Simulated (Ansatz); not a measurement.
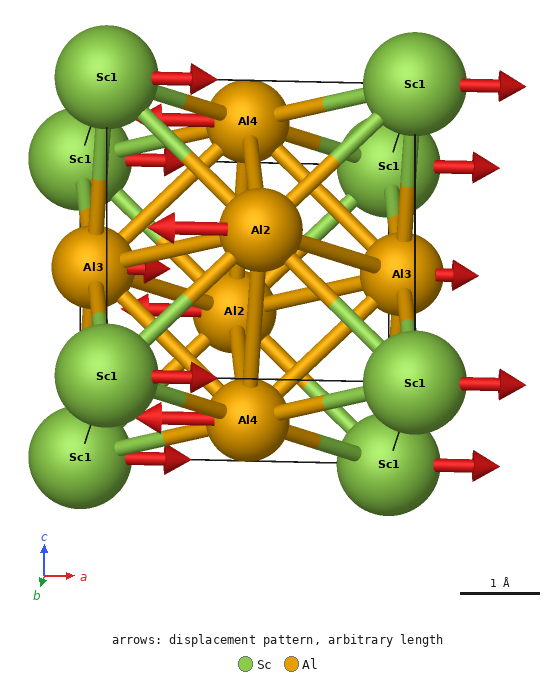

Lattice vibrations of solid ScAl$_{3}$ relaxed at 11 GPa, space group Pm-3m (No. 221), at the zone centre. The optical levels lie at 282 (×3), 299 (×3), 391 (×3) cm⁻¹. One mode is drawn. The red arrows are the displacements of the atoms (eigenvector over the root of the mass), of arbitrary overall length and sign. The picture is a ball-and-stick view of the cell of the calculation, seen from a free direction.

All numbers below come from Ansatz 0.2.0, DFT PBEsol, scalar-relativistic, plane waves, PAW. (plane-wave cutoff 420 eV; k-point mesh 10 × 10 × 10; occupations fermi dirac; smearing width 0.15 eV; target pressure 11 GPa; no spin polarisation)

The frequencies depend somewhat on the k-mesh and the smearing.

**To which level does it belong?**

The level at 391 cm⁻¹. This is the T₁u mode (triply degenerate; one member of the set is drawn), the highest optical level, infrared-active by symmetry. All motion is along a; the kinetic energy is shared as Al 64 %, Sc 36 %. The crystal is a metal, so free carriers screen the infrared response.
